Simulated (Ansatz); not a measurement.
**Zr$_{5}$S$_{12}$: geometry relaxation (part 4 of 4)**

Zr$_{5}$S$_{12}$ (slab, 17 atoms in the cell); DFT PBEsol, scalar-relativistic, plane waves, PAW, spin-polarised (Ansatz 0.2.0); cutoff 420 eV, 4×5×1 k-mesh, Gaussian smearing of 0.05 eV, collinear spins. The structure derives from an entry of the Crystallography Open Database. The input holds or restrains some coordinates. Forces given for the steps count only the free coordinates. It belongs to a series of runs on one base structure; here: Zr vacancy, atoms relaxed.

Geometry of the input (Å; fractional positions):
```
7.2600  0.0000  0.0000
0.0000  5.8500  0.0000
0.0000  0.0000  26.3831
S  0.0000  0.2492  0.3411
S  0.5000  0.2492  0.3411
Zr 0.2500  0.0000  0.3808
Zr 0.7500  0.0000  0.3808
S  0.0000  0.7508  0.4206
S  0.5000  0.7508  0.4206
S  0.2500  0.2492  0.4603
S  0.7500  0.2492  0.4603
Zr 0.0000  0.0000  0.5000
Zr 0.5000  0.0000  0.5000
S  0.2500  0.7508  0.5397
S  0.7500  0.7508  0.5397
S  0.0000  0.2492  0.5794
S  0.5000  0.2492  0.5794
Zr 0.2500  0.0000  0.6192
S  0.0000  0.7508  0.6589
S  0.5000  0.7508  0.6589
```

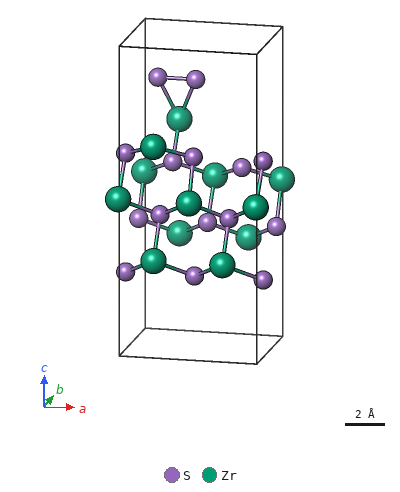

Fig. 1: The geometry at step 17 of the log (ball-and-stick view of the cell of the calculation, with the vacuum cut short, seen slightly off an axis).

Trajectory as extended XYZ, continued:
```
17
Lattice="7.2600 0.0000 0.0000 0.0000 5.8500 0.0000 0.0000 0.0000 26.3831" Properties=species:S:1:pos:R:3:forces:R:3 step=16 energy=-31280.03139
S     0.0000    1.4578    9.0000   -0.0809  -1.3684   0.4187
S     3.6300    1.4578    9.0000    0.0809  -1.3684   0.4187
Zr    1.8150    0.0000   10.0479    0.0000   2.0558   0.7002
Zr    5.4450    0.0000   10.0479    0.0000   1.8243   0.1573
S     0.0000    4.3922   11.0958    0.0478  -0.1338  -0.3572
S     3.6300    4.3922   11.0958   -0.0478  -0.1338  -0.3572
S     1.8150    1.4578   12.1437    0.0000  -0.6807  -0.6065
S     5.4450    1.4578   12.1437    0.0000  -0.1710  -0.3722
Zr   -0.0497   -0.0116   13.2225    0.0069  -0.0229   0.0286
Zr    3.6797   -0.0116   13.2225   -0.0069  -0.0229   0.0286
S     1.8150    4.3062   14.2357    0.0000  -0.0386  -0.0108
S     5.4450    4.3778   14.1244    0.0000  -0.0017  -0.0055
S     0.0272    1.2982   15.3471   -0.0359   0.0531   0.0048
S     3.6028    1.2982   15.3471    0.0359   0.0531   0.0048
Zr    1.8150   -0.0668   16.1337    0.0000  -0.0514  -0.0419
S     0.8171    5.1730   18.4371    0.0231   0.0037  -0.0052
S     2.8129    5.1730   18.4371   -0.0231   0.0037  -0.0052
17
Lattice="7.2600 0.0000 0.0000 0.0000 5.8500 0.0000 0.0000 0.0000 26.3831" Properties=species:S:1:pos:R:3:forces:R:3 step=17 energy=-31280.03250
S     0.0000    1.4578    9.0000   -0.0815  -1.3677   0.4188
S     3.6300    1.4578    9.0000    0.0815  -1.3677   0.4188
Zr    1.8150    0.0000   10.0479    0.0000   2.0588   0.7070
Zr    5.4450    0.0000   10.0479    0.0000   1.8233   0.1599
S     0.0000    4.3922   11.0958    0.0487  -0.1336  -0.3612
S     3.6300    4.3922   11.0958   -0.0487  -0.1336  -0.3612
S     1.8150    1.4578   12.1437    0.0000  -0.6897  -0.6176
S     5.4450    1.4578   12.1437    0.0000  -0.1779  -0.3711
Zr   -0.0502   -0.0128   13.2229   -0.0144  -0.0144   0.0075
Zr    3.6802   -0.0128   13.2229    0.0144  -0.0144   0.0075
S     1.8150    4.3046   14.2340    0.0000  -0.0037   0.0078
S     5.4450    4.3734   14.1220    0.0000   0.0231  -0.0071
S     0.0288    1.3170   15.3368   -0.0194   0.0089  -0.0050
S     3.6012    1.3170   15.3368    0.0194   0.0089  -0.0050
Zr    1.8150   -0.0534   16.1215    0.0000  -0.0270   0.0170
S     0.8176    5.2051   18.4299    0.0057   0.0033  -0.0081
S     2.8124    5.2051   18.4299   -0.0057   0.0033  -0.0081
```
